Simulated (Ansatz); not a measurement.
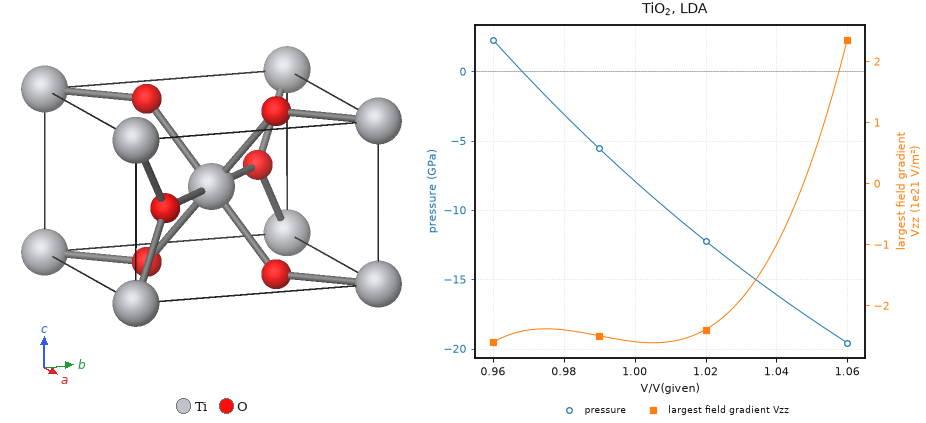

Plotted: pressure and largest field gradient Vzz against V/V(given) for TiO₂, space group P4_2/mnm (No. 136). The conventional cell is drawn beside the plot.

Cell as given: a = 4.594 Å, b = 4.594 Å, c = 2.959 Å, α = 90.00°, β = 90.00°, γ = 90.00°; 6 atoms.

Computed with Ansatz 0.2.0: periodic Kohn-Sham DFT of a crystal at fixed atoms, scaled to the stated factor times the given cell; pressure positive in compression. Level: LDA.

```tsv
setting	value
method	frozen-core PAW
relativity	scalar
k mesh	7×7×10
occupations	Fermi–Dirac
smearing width	0.05 eV
wave cutoff	420 eV
PAW set	soft_2
```

V(given) is 10.41 Å³/atom.

Question: What does the pressure do across the range?

Answer: It falls from 2.3 GPa at V/V(given) 0.96 to −19.6 GPa at 1.06, and changes sign near 0.97.

Question: What does the largest field gradient Vzz do across the range?

Answer: It rises from −2.605 1e21 V/m² at V/V(given) 0.96 to 2.351 1e21 V/m² at 1.06.

Keep in mind: PAW files made with PBE; shape and atomic fractions are frozen while scaling, which makes layered, chain and framework solids too stiff.

The computed values:

| V/V(given) | pressure (GPa) | largest field gradient Vzz (1e21 V/m²) |
| --- | --- | --- |
| 0.96 | 2.3 | −2.605 |
| 0.99 | −5.6 | −2.497 |
| 1.02 | −12.2 | −2.395 |
| 1.06 | −19.6 | 2.351 |
